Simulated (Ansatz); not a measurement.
System: H on a slab of content TaN.

The given structure:
```
CELL_PARAMETERS angstrom
2.93620 0.00000 0.00000
-1.46810 2.54280 0.00000
0.00000 0.00000 24.21150
ATOMIC_POSITIONS crystal
Ta 0.33333 0.66667 0.35107
N 0.00000 0.00000 0.41064
Ta 0.33333 0.66667 0.47021
N 0.00000 0.00000 0.52770
Ta 0.33333 0.66667 0.59292
N 0.00000 0.00000 0.63560
```

Calculation (Ansatz 0.2.0): adsorption at several starting sites on a slab cut from the named crystal, one adsorbate a surface cell, the lower planes held, the adsorption energy counts from the clean slab and the free, spin-polarised adsorbate, negative where bound, plane waves with PAW datasets, Γ-centred k mesh. Level: r2SCAN, no spin polarisation.

- crystal formula: TaN
- crystal space group number: 187
- Miller index h: 0
- Miller index k: 0
- Miller index l: 1
- top plane: N
- bottom plane: Ta
- planes: 6
- surface cell: (1, 1)
- slab thickness as cut: 7.21 Å
- vacuum: 17 Å
- surface area: 7.466 Å²
- wave cutoff: 500 eV
- k mesh: 12×12×1
- occupations: Gaussian
- smearing width: 0.1 eV
- boundary: dipole corrected
- adsorbate: H

Sites are named by a rule of distances and placed in fractions of the cell vectors a and b; the slab's top layers relax too; key: 1 = top site at (0.00, 0.00); 2 = hollow site at (0.67, 0.33).

Describe the result: the adsorption energy of each starting site.

Among these starts the lowest is no. 1, at −3.428 eV; no. 2 is 2.671 eV higher.

```tsv
starting site	adsorption energy (eV)	height over highest slab atom (Å)	dipole change (e Å)
no. 1	-3.428	1.011	0.144
no. 2	-0.757	0.206	0.014
```

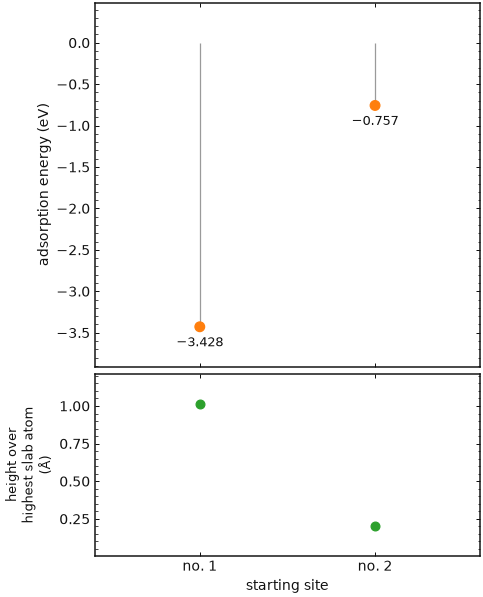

Limits of the calculation: no spin polarisation, a magnetic state may lie lower; open-shell adsorbate run without spin; xc potential rough in thin density.
